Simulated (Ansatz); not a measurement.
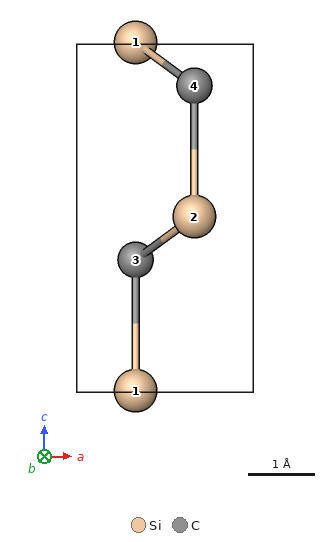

The starting structure (ball-and-stick view of the cell of the calculation, along the b axis; atoms are numbered from 1 in the order of the input). Near neighbours in the crystal (not all of them lie inside the picture): Si has 4 C at 1.93 to 2.01 Å; C has 4 Si at 1.93 to 2.01 Å.

**Geometry relaxation of SiC**

- system: SiC (P6₃mc, 4 atoms in the cell)
- method: DFT PBE, scalar-relativistic, plane waves, PAW, PAW set soft_1, no spin polarisation (Ansatz 0.2.0)

The structure derives from an entry of the Crystallography Open Database. Figures and captions count atoms from 1; the log counts them from 0 in places.

The input
```yaml
crystal:
  lattice:
    - [3.130266641, 0.0, 0.0]
    - [-1.5651333205, 2.7108904318, 0.0]
    - [0.0, 0.0, 5.3468084496]
  atoms:
    - { symbol: Si, position: [0.3333333333, 0.6666666667, 0.0045639005] }
    - { symbol: Si, position: [0.6666666667, 0.3333333333, 0.5045639005] }
    - { symbol: C, position: [0.3333333333, 0.6666666667, 0.3804360995] }
    - { symbol: C, position: [0.6666666667, 0.3333333333, 0.8804360995] }
basis:
  ecutwfc: 520.0
kpoints:
  mp_grid: { grid: [12, 12, 6] }
hamiltonian:
  xc: pbe
  pseudopotentials: { kind: paw, azcp: { folder: soft_1 } }
scf:
  occupations: { method: gaussian, width: 0.05 }
output:
  forces: true
  stress: true
  eigenvalues: true
  write_density: true
  write_potential: true
  elf: true
  volumetric_format: npy
relax:
  adjacent_minimum: "off"
  f_tol: 0.01
  max_steps: 30
```

Launched with:
```bash
ansatz run input.yaml --threads 1 --pin off --max-ram 2048MiB --backend cpu --events-out ev --progress --plain --runs-dir out
```

What the program printed
```
Warning: output.stress: scf.convergence.dr2_threshold = 1e-7 eV (the SCF's general default) is looser than the 4e-10 eV advised for a printed stress (1e-10 eV for each atom of the cell: 4). What an SCF threshold leaves in a stress goes as its square root, and in the free energy as the threshold itself, and one threshold admits the most on a small cell: of the crystals measured, under no hybrid functional and no lock of the moments, on runs that ended without the residual-converged pass, on stresses that held no estimate of that error, the worst erred by over 100 MPa in a component at 1e-7 eV an atom and by under 5 at 1e-10. Every solve of this run answers to scf.convergence.dr2_threshold, and the tensor of one is reported: a single SCF on the reported geometry and on this run's grids (its basis.xc_grid and basis.ecutrho_ratio typed), with scf.convergence.dr2_threshold at 4e-10 eV or tighter, prints it and tightens no other solve. Else set scf.convergence.dr2_threshold to 4e-10 eV or tighter. The threshold is an SCF's pass mark: one that does not reach it within its budget of iterations ends unconverged, or closes short of it on a stop that the run arms, and scf.convergence.dr2_threshold's page says what that costs each kind of run
Engine: ansatz 0.2.0, aarch64-unknown-linux-gnu
Pseudopotentials: kind: paw
Pseudopotential: Si, paw, valence charge 4, recommended cutoff 420 eV (normal), [file]
Pseudopotential: C, paw, valence charge 4, recommended cutoff 420 eV (normal), [file]
Functional definition: PBE
  parameter kappa = 0.804
  parameter beta = 0.06672455060314922
  exchange = pbe_x(kappa = kappa, mu = beta*pi^2/3)
  correlation = pbe_c(beta = beta)
Crystal: 4 atoms, lattice volume = 45.372 Å³
Basis set: ecut = 520 eV, 1213 PW (Γ), exchange–correlation on 48×48×80 points (8 copies of the dense FFT grid, shifted against one another)
Bands: 12, of which v1, the nominal top of the filled ones, is band 8 counted from 1 (7 counted from 0)
Symmetry: 12 space group operations
Space group: P63mc (ITA 186), of the structure as read, at distance tolerance 3.6e-5 Å
k-points: 76 of 864 (time reversal used)
Non-local potential: Si, projectors of the file, l = 0: 2, l = 1: 2, l = 2: 1
Non-local potential: C, projectors of the file, l = 0: 2, l = 1: 2, l = 2: 1
PAW form: soft (Blöchl's): semilocal exchange-correlation on the pseudo side does not see the compensation charge
PAW one-centre angular grid: Si, 110 points (default); XC on 64 Gauss nodes
PAW one-centre angular grid: C, 110 points (default); XC on 64 Gauss nodes
Initial density: superposition of atomic densities (chi_scale 0.1, normalization cell, long waves kept (reshape's long-wave potential 0.00 eV rms))
Initial wavefunctions: pseudopotential atomic-orbital guess
Functional: x = pbe(κ = 0.804, μ = 0.2195149727645171), c = pbe(β = 0.06672455060314922)
SCF iter   1: F=—  HF=-1776.649022 eV  |F-HF|=—  |Δ(HF+E_count)|=         —  Δρ=1.22e-1  dr2=8.67e0  ethr=3.10e-3  ⟨swp⟩=6.1  Hψ=6480  notcnv=0
preconditioner: auto → none  [insulator: Δε(μ)=4.176 eV  Ē_g=11.942 eV  σ=0.050 eV  W_gap=1.00  n_scr=2 (ndim 8)  ℏωp=22.1 eV  f_vac=0.000  D(μ)=0.00/eV (n_scr^D=0)  ε∞_Penn≈4.4]
SCF iter   2: F=—  HF=-1774.301521 eV  |F-HF|=—  |Δ(HF+E_count)|=    2.35e0  Δρ=5.01e-2  dr2=7.93e-1  ethr=3.10e-3  ⟨swp⟩=4.1  Hψ=3059  notcnv=0
SCF iter   3: F=—  HF=-1774.101228 eV  |F-HF|=—  |Δ(HF+E_count)|=   2.00e-1  Δρ=1.93e-2  dr2=9.12e-2  ethr=3.10e-3  ⟨swp⟩=2.3  Hψ=2040  notcnv=0
SCF iter   4: F=—  HF=-1774.097445 eV  |F-HF|=—  |Δ(HF+E_count)|=   3.78e-3  Δρ=1.26e-3  dr2=6.52e-4  ethr=5.70e-4  ⟨swp⟩=2.0  Hψ=1256  notcnv=0
SCF iter   5: F=—  HF=-1774.097704 eV  |F-HF|=—  |Δ(HF+E_count)|=   2.59e-4  Δρ=2.91e-4  dr2=1.41e-5  ethr=4.07e-6  ⟨swp⟩=2.2  Hψ=1484  notcnv=0
SCF iter   6: F=-1774.097714 eV  HF=-1774.097716 eV  |F-HF|=1.37e-6  |Δ(HF+E_count)|=   1.19e-5  Δρ=8.89e-5  dr2=2.27e-6  ethr=1.56e-8  ⟨swp⟩=12.9  Hψ=9641  notcnv=0
SCF 1 converged in 6 iterations: F = -1774.097714 eV  dr2 = 2.27e-6
  greatest PAW one-centre occupation: 0.639 electrons in one spin orbital (limit 2), on the C atom at site 3 (counted from 0), in its partial waves of l = 0
relax step   1: F+E_penalty+E_count = -1774.09771435 eV  Δ(F+E_penalty+E_count) = +0.000e0 eV  max|allowed force component| = 1.080e-1 eV/Å  Δτ_max = 0.0000 Å  (6 SCF iters, dr2 threshold 2.50e-6 eV, accepted)
Initial density: handed on by an earlier stage of this run
Initial wavefunctions: those handed on with the density
iter 1 solved again at ethr=1.72e-7 eV; its pass at ethr=3.10e-3 eV (dr2=2.75e-5 eV) is discarded
SCF iter   1: F=—  HF=-1774.098224 eV  |F-HF|=—  |Δ(HF+E_count)|=         —  Δρ=2.64e-4  dr2=2.94e-5  ethr=1.72e-7  ⟨swp⟩=1.9  Hψ=3895  notcnv=0
preconditioner: auto → none  [insulator: Δε(μ)=2.285 eV  Ē_g=11.231 eV  σ=0.050 eV  W_gap=1.00  n_scr=2 (ndim 8)  ℏωp=22.1 eV  f_vac=0.000  D(μ)=0.00/eV (n_scr^D=0)  ε∞_Penn≈4.9]
SCF iter   2: F=—  HF=-1774.098245 eV  |F-HF|=—  |Δ(HF+E_count)|=   2.15e-5  Δρ=8.94e-5  dr2=2.64e-6  ethr=1.72e-7  ⟨swp⟩=2.6  Hψ=1477  notcnv=0
SCF iter   3: F=-1774.098245 eV  HF=-1774.098245 eV  |F-HF|=1.34e-7  |Δ(HF+E_count)|=   3.12e-7  Δρ=3.22e-5  dr2=3.28e-7  ethr=4.55e-9  ⟨swp⟩=10.7  Hψ=7323  notcnv=0
SCF 2 converged in 3 iterations: F = -1774.098245 eV  dr2 = 3.28e-7
relax step   2: F+E_penalty+E_count = -1774.09824477 eV  Δ(F+E_penalty+E_count) = -5.304e-4 eV  max|allowed force component| = 7.067e-2 eV/Å  Δτ_max = 0.0015 Å  (3 SCF iters, dr2 threshold 7.28e-7 eV, accepted)
SCF iter   1: F=—  HF=-1774.098637 eV  |F-HF|=—  |Δ(HF+E_count)|=         —  Δρ=5.27e-4  dr2=1.21e-4  ethr=6.57e-6  ⟨swp⟩=2.1  Hψ=3007  notcnv=0
preconditioner: auto → none  [insulator: Δε(μ)=2.242 eV  Ē_g=11.230 eV  σ=0.050 eV  W_gap=1.00  n_scr=2 (ndim 8)  ℏωp=22.1 eV  f_vac=0.000  D(μ)=0.00/eV (n_scr^D=0)  ε∞_Penn≈4.9]
SCF iter   2: F=—  HF=-1774.098633 eV  |F-HF|=—  |Δ(HF+E_count)|=   4.32e-6  Δρ=1.78e-4  dr2=9.94e-6  ethr=7.56e-7  ⟨swp⟩=2.0  Hψ=1975  notcnv=0
SCF iter   3: F=—  HF=-1774.098631 eV  |F-HF|=—  |Δ(HF+E_count)|=   1.30e-6  Δρ=4.88e-5  dr2=6.57e-7  ethr=6.21e-8  ⟨swp⟩=2.4  Hψ=1480  notcnv=0
SCF iter   4: F=-1774.098631 eV  HF=-1774.098631 eV  |F-HF|=8.77e-8  |Δ(HF+E_count)|=   5.50e-8  Δρ=1.87e-5  dr2=1.49e-7  ethr=1.95e-9  ⟨swp⟩=10.1  Hψ=7053  notcnv=0
SCF 3 converged in 4 iterations: F = -1774.098631 eV  dr2 = 1.49e-7
relax step   3: F+E_penalty+E_count = -1774.09863126 eV  Δ(F+E_penalty+E_count) = -3.865e-4 eV  max|allowed force component| = 1.865e-3 eV/Å  Δτ_max = 0.0028 Å  (4 SCF iters, dr2 threshold 3.12e-7 eV, accepted)
iter 1 solved again at ethr=8.77e-10 eV; its pass at ethr=3.10e-3 eV (dr2=1.40e-7 eV) is discarded
SCF iter   1: F=—  HF=-1774.098594 eV  |F-HF|=—  |Δ(HF+E_count)|=         —  Δρ=1.85e-5  dr2=1.42e-7  ethr=8.77e-10  ⟨swp⟩=1.0  Hψ=3650  notcnv=0
preconditioner: auto → none  [insulator: Δε(μ)=2.245 eV  Ē_g=11.231 eV  σ=0.050 eV  W_gap=1.00  n_scr=2 (ndim 8)  ℏωp=22.1 eV  f_vac=0.000  D(μ)=0.00/eV (n_scr^D=0)  ε∞_Penn≈4.9]
SCF iter   2: F=-1774.098631 eV  HF=-1774.098631 eV  |F-HF|=1.36e-9  |Δ(HF+E_count)|=   3.69e-5  Δρ=6.54e-6  dr2=1.28e-8  ethr=6.25e-10  ⟨swp⟩=6.8  Hψ=5896  notcnv=0
SCF 4 converged in 2 iterations: F = -1774.098631 eV  dr2 = 1.28e-8
relax step   4: F+E_penalty+E_count = -1774.09863132 eV  Δ(F+E_penalty+E_count) = -5.687e-8 eV  max|allowed force component| = 1.833e-3 eV/Å  Δτ_max = 0.0000 Å  (2 SCF iters, accepted)
```

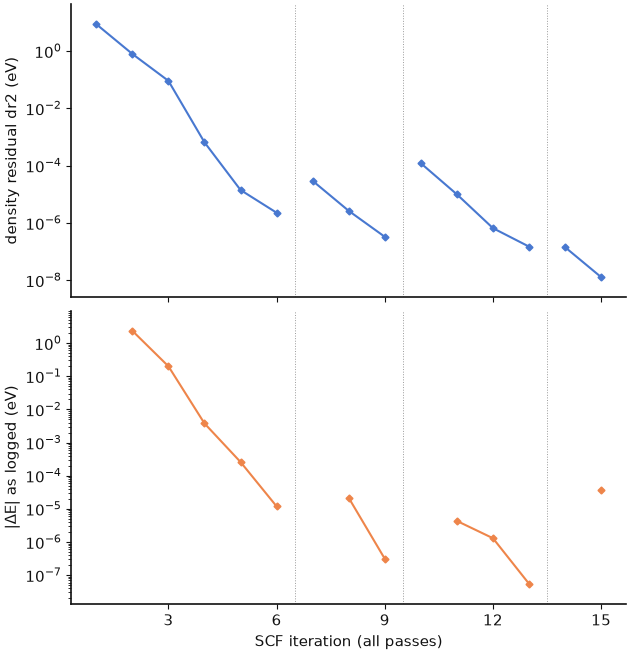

Convergence of the self-consistent field: density residual dr2 and size of the energy change against the SCF iteration. The dotted lines part the SCF passes of the relaxation: geometry steps, rejected trials and re-solves on a re-selected basis. The passes take 6, 3, 4 and 2 iterations.

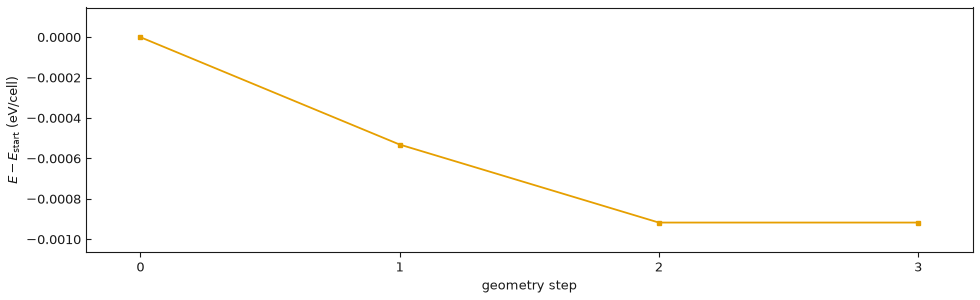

Progress of the relaxation, step by step (the first geometry is step 0 here and step 1 in the log). After 3 geometry steps the energy has fallen by 0.9 meV per cell of the calculation. Largest force component: 0.11 eV/Å at the start, 0.0018 eV/Å at the end. The largest moves, 0.004 Å, are those of Si1, Si2, C3 and C4. By element the largest moves are Si 0.004 Å, C 0.004 Å. The lattice vectors keep their values. Among the contacts that change: Si1–C3 2.010 → 2.001 Å. The space group stays P6_3mc (No. 186). (Atoms are counted from 1 in the order of the input.)

```
SCF converged after 2 iterations
Free energy (F): -1774.098631 eV
Harris-Foulkes:  -1774.098631 eV  (|F-HF|=1.36e-9)
Internal energy: -1774.098631 eV  (E = F + TS)
E sigma→0 (E₀):  -1774.098631 eV
Fermi energy:    9.679493 eV
--- Per-component energies (eV) ---
  E_band       = 43.215122
  E_kinetic    = 257.348681
  E_local      = -204.312426  (includes V_loc(G=0)·N_el)
  E_nonlocal   = 88.745103
  E_hartree    = 66.352821
  E_xc         = -208.172719
  E_vxc        = -213.272473  (∫ρ·V_xc dr)
  E_paw        = -1222.508440  (= ΣΔE_a)
  E_vpaw       = -18.000452  (= ΣTr[D̂ρ^β])
  E_aug_tail   = 0.000026  (compensation charges beyond the density's cutoff)
  E_ewald      = -551.551676
  E_smearing   = -0.000000  (= −TS)
  E_closure    = 0.000000  (closes the sum)
  Σ components = -1774.098631   (vs F -1774.098631, Δ=0.00e0)
--- Forces (eV/Å), atoms counted from 1 ---
  atom   1  Si     0.00000000    -0.00000000    -0.00183809
  atom   2  Si    -0.00000000     0.00000000    -0.00183809
  atom   3  C      0.00000000    -0.00000000     0.00182885
  atom   4  C      0.00000000     0.00000000     0.00182885
  max |Σ_I F_I| component: 1.85e-5 eV/Å
--- Stress (GPa, compression-positive) ---
       -8.237561       0.000000       0.000000
       -0.000000      -8.237561       0.000000
        0.000000       0.000000     -24.769442
  P = ⅓ Tr σ = -13.7482 GPa (-137.482 kbar)
--- Band table (eV; the first three rows and the last of 76) ---
  k-point 0: bands = ["-6.3604", "-3.4154", "0.2439", "7.4637", "7.4637", "8.2016", "8.5569", "8.5569", "13.0753", "13.1372", "14.9450", "14.9450"]
  k-point 1: bands = ["-6.2426", "-3.8197", "0.8535", "7.4009", "7.5272", "7.5272", "8.4719", "8.4719", "13.2444", "13.7729", "15.0087", "15.0087"]
  k-point 2: bands = ["-5.8936", "-4.5947", "2.2340", "5.7498", "7.7066", "7.7066", "8.2497", "8.2497", "13.5585", "14.6307", "15.1991", "15.2263"]
  k-point 75: bands = ["-1.9121", "-1.9121", "1.1004", "1.1004", "3.2710", "3.2710", "6.6522", "6.6522", "12.7900", "12.7900", "14.0281", "14.0281"]
--- Relaxed structure (4 steps of the walk, 4 accepted, 0 SCFs on fresh bases) ---
  F+E_penalty+E_count = -1774.09863132 eV   max|allowed force component| = 1.833e-3 eV/Å
  atoms:
    - { symbol: Si, position: [0.33333333333333337, 0.6666666666666667, 0.005363266717096318] }
    - { symbol: Si, position: [0.6666666666666666, 0.33333333333333337, 0.5053632667170963] }
    - { symbol: C, position: [0.33333333333333337, 0.6666666666666667, 0.3796367332829038] }
    - { symbol: C, position: [0.6666666666666666, 0.33333333333333337, 0.8796367332829037] }
```

Trajectory as extended XYZ (Å, eV, eV/Å), 4 frames, from step=1 to step=4
```
4
Lattice="3.1303 0.0000 0.0000 -1.5651 2.7109 0.0000 0.0000 0.0000 5.3468" Properties=species:S:1:pos:R:3:forces:R:3 step=1 energy=-1774.09771
Si    0.0000    1.8073    0.0244    0.0000   0.0000   0.1084
Si    1.5651    0.9036    2.6978    0.0000   0.0000   0.1084
C     0.0000    1.8073    2.0341    0.0000   0.0000  -0.1075
C     1.5651    0.9036    4.7075    0.0000   0.0000  -0.1075
4
Lattice="3.1303 0.0000 0.0000 -1.5651 2.7109 0.0000 0.0000 0.0000 5.3468" Properties=species:S:1:pos:R:3:forces:R:3 step=2 energy=-1774.09824
Si    0.0000    1.8073    0.0259    0.0000   0.0000   0.0707
Si    1.5651    0.9036    2.6993    0.0000   0.0000   0.0707
C     0.0000    1.8073    2.0326    0.0000   0.0000  -0.0707
C     1.5651    0.9036    4.7060    0.0000   0.0000  -0.0707
4
Lattice="3.1303 0.0000 0.0000 -1.5651 2.7109 0.0000 0.0000 0.0000 5.3468" Properties=species:S:1:pos:R:3:forces:R:3 step=3 energy=-1774.09863
Si    0.0000    1.8073    0.0287    0.0000   0.0000  -0.0019
Si    1.5651    0.9036    2.7021    0.0000   0.0000  -0.0019
C     0.0000    1.8073    2.0298    0.0000   0.0000   0.0018
C     1.5651    0.9036    4.7032    0.0000   0.0000   0.0018
4
Lattice="3.1303 0.0000 0.0000 -1.5651 2.7109 0.0000 0.0000 0.0000 5.3468" Properties=species:S:1:pos:R:3:forces:R:3 step=4 energy=-1774.09863
Si    0.0000    1.8073    0.0287    0.0000   0.0000  -0.0018
Si    1.5651    0.9036    2.7021    0.0000   0.0000  -0.0018
C     0.0000    1.8073    2.0298    0.0000   0.0000   0.0018
C     1.5651    0.9036    4.7032    0.0000   0.0000   0.0018
```

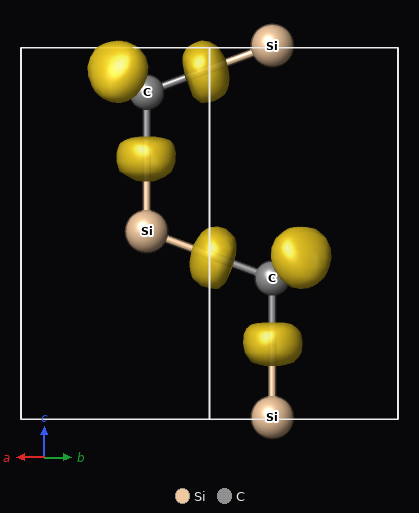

Isosurface of the ELF at 0.85 (yellow), seen along [110]. Core shells and regions of very low density are left out. Sticks mark near contacts. The outline is the cell set on symmetry axes. Core electrons are frozen (PAW), so the fields are smoothed inside the atomic spheres.

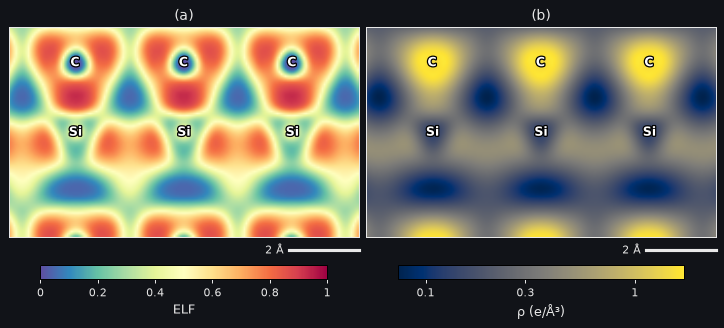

(a) electron localisation function; (b) valence charge density (pseudo) on the (100) plane of the conventional cell. Si–C (2.00 Å): the density is about 0.74 e/Å³ at the midpoint; the ELF peaks at about 0.95 between the atoms (localised, shared-pair bonding). Away from the nuclei the density in this plane falls to 0.07 e/Å³ at its lowest.

Summary

| quantity | value |
| --- | --- |
| outcome | converged |
| space group (tolerance 0.01 Å) | P6₃mc (186) |
| electrons treated | 16 |
| free energy | −1774.0986 eV |
| Fermi energy | 9.679 eV |
| gap on the k-point mesh | 2.25 eV |
| pressure | −13.75 GPa |
| final volume | 45.37 Å³ |
| largest force (length of the vector) at the end | 0.002 eV/Å |
| final cell | a = 3.130 Å, b = 3.130 Å, c = 5.347 Å, α = 90.00°, β = 90.00°, γ = 120.00° |
| hardware | 1 thread of Arm Neoverse N1, 98 GiB of memory available, shared host |
| wall time | 42 s |
| peak memory | 0.36 GiB |

The program warns: the SCF threshold is looser than advised for the printed stress.
